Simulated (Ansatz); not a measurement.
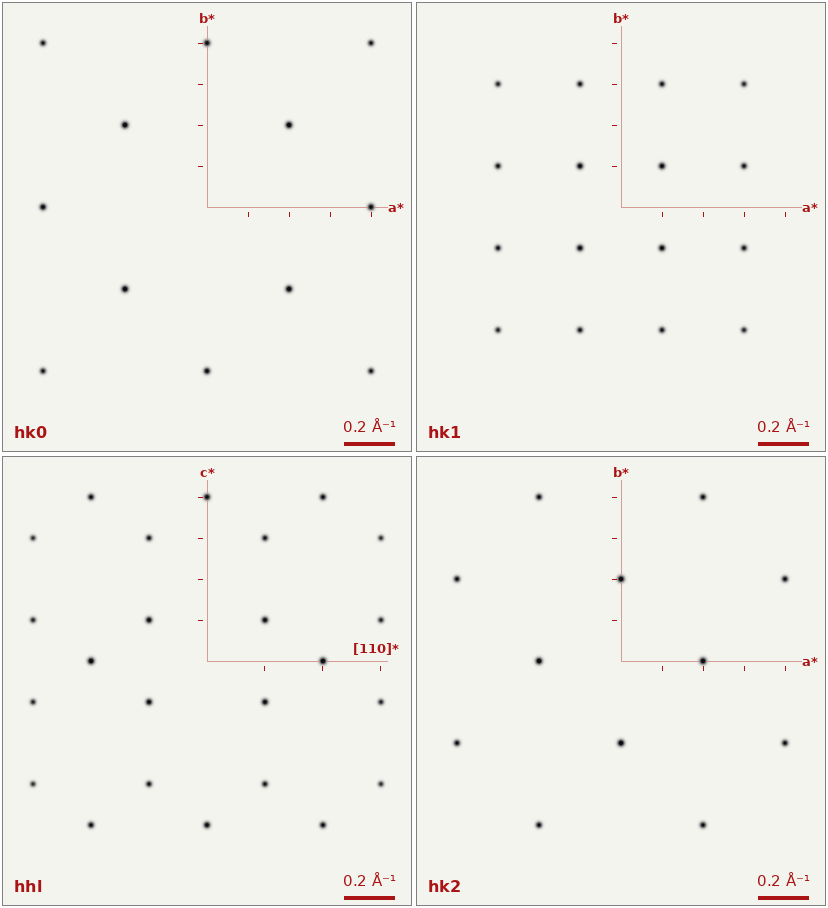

Simulated precession-type sections (X-rays; kinematic intensities, B = 0.5 Å²). The ticks mark integer indices of the conventional cell.

**What cell do the layers give?**

a* = 0.164, b* = 0.164, c* = 0.164 Å⁻¹; the cell is cubic with a = 6.09 Å.

**List the systematic absences.**

Reflections are present only under these conditions. hkl: h + k = 2n, h + l = 2n; hk0: h = 2n, h + k = 4n; hhl: h + l = 2n; h00: h = 4n. The lattice is face-centred (F). Further gaps, such as 2 2 2, 4 4 2, come from atoms on special positions, not from the group's general conditions.

**Which space groups fit?**

The intensities have Laue symmetry m-3m (the hk0 layer shows 4mm, hk1 shows 4mm). With these conditions only Fd-3m (No. 227) fits. The compound is Al. Structure: the input geometry of an electronic-structure calculation (not necessarily at equilibrium); the starting structure was generated, so it need not be a known form of this composition.
